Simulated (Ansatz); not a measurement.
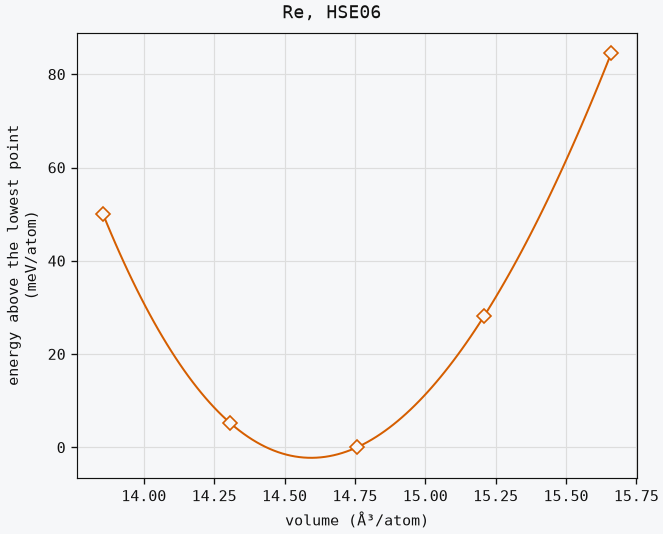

Plotted: energy above the lowest point against volume for Re, space group Fm-3m (No. 225) (one of a set of cubic test structures, which need not be the stable phase).

How it was computed, with Ansatz 0.2.0 development build: equation of state of a cubic crystal from periodic Kohn-Sham density functional theory without spin, third-order Birch-Murnaghan fit to the free energies; pressure corrected for the finite basis. Level: HSE06.

```
                setting                   value
         structure type                     fcc
          atoms in cell                       1
     space group number                     225
       lattice centring  face-centred primitive
                 k mesh                   6×6×6
      occupation method             Fermi–Dirac
       occupation width                  0.1 eV
            wave cutoff                  420 eV
               datasets              soft-1 PAW
      density tolerance                1e-07 eV
                  bands                      12
   density cutoff ratio                       4
search for lower states                 default
   exchange singularity            Wigner-Seitz
```

From this curve and the settings, what does the calculation give for the pressure at the same points?

The pressure falls from 23.8 GPa at volume 13.85 Å³/atom to −24.5 GPa at 15.66 Å³/atom, and changes sign near 14.60 Å³/atom.

| volume (Å³/atom) | pressure (GPa) |
| --- | --- |
| 13.85 | 23.8 |
| 14.31 | 8.5 |
| 14.76 | −4.4 |
| 15.21 | −15.3 |
| 15.66 | −24.5 |

Limits of the calculation: coarse k-mesh, values are not converged in k; cubic model structure, not the ambient form.
